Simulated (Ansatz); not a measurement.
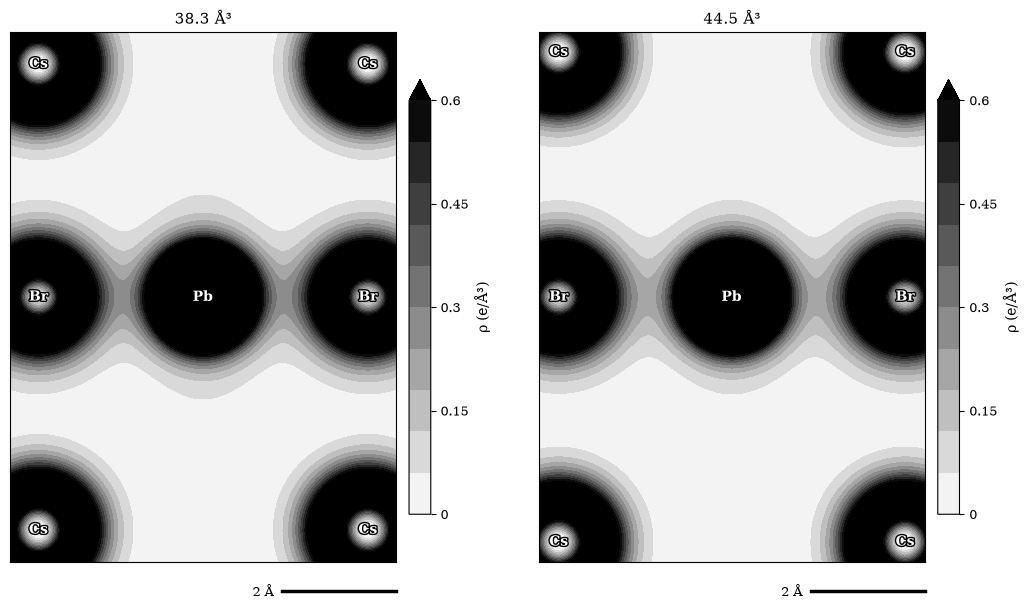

CsPbBr$_{3}$. The valence pseudo-density of cells scaled evenly to different volumes (given per atom above each panel), on the (110) plane of each (indices in the axes of the cell below), at one length scale and on one colour scale.

Started from the cubic perovskite prototype, which need not be the ambient phase.

These are results of Ansatz 0.2.0, DFT, PBE, plane waves, PAW, not measurements.

In a PAW calculation such maps are meaningful between the atoms, not at the nuclei.

The largest cell:

```cif
data_structure
_symmetry_space_group_name_H-M 'P 1'
_symmetry_Int_Tables_number 1
_cell_length_a 6.0618
_cell_length_b 6.0618
_cell_length_c 6.0618
_cell_angle_alpha 90.000
_cell_angle_beta 90.000
_cell_angle_gamma 90.000
_cell_volume 222.75
loop_
_atom_site_label
_atom_site_type_symbol
_atom_site_fract_x
_atom_site_fract_y
_atom_site_fract_z
_atom_site_occupancy
Cs1 Cs 0.00000 0.00000 0.00000 1
Pb1 Pb 0.50000 0.50000 0.50000 1
Br1 Br 0.50000 0.50000 0.00000 1
Br2 Br 0.50000 0.00000 0.50000 1
Br3 Br 0.00000 0.50000 0.50000 1
```

| volume (Å³/atom) | Pb–Br contact in the plane (Å) | ρ at its midpoint (e/Å³) | pressure (GPa) | gap on the mesh (eV) | 
| --- | --- | --- | --- | --- |
| 38.31 | 2.882 | 0.268 | 3.1 | 1.28 | 
| 43.25 | 3.001 | ? | ? | ? | 
| 44.55 | 3.031 | 0.206 | −0.4 | 1.87 | 

### Estimate the missing row, and compare with the calculation.

Over the known rows ln ρ falls by 1.77 per Å of Pb–Br distance (the line through the two), which gives 0.217 e/Å³ at 3.001 Å; the calculation gives 0.217 e/Å³. For the pressure, a straight line in volume between the neighbouring rows gives 0.3 GPa; the calculation gives 0.1. For the gap on the mesh, a straight line in volume between the neighbouring rows gives 1.75 eV; the calculation gives 1.77.
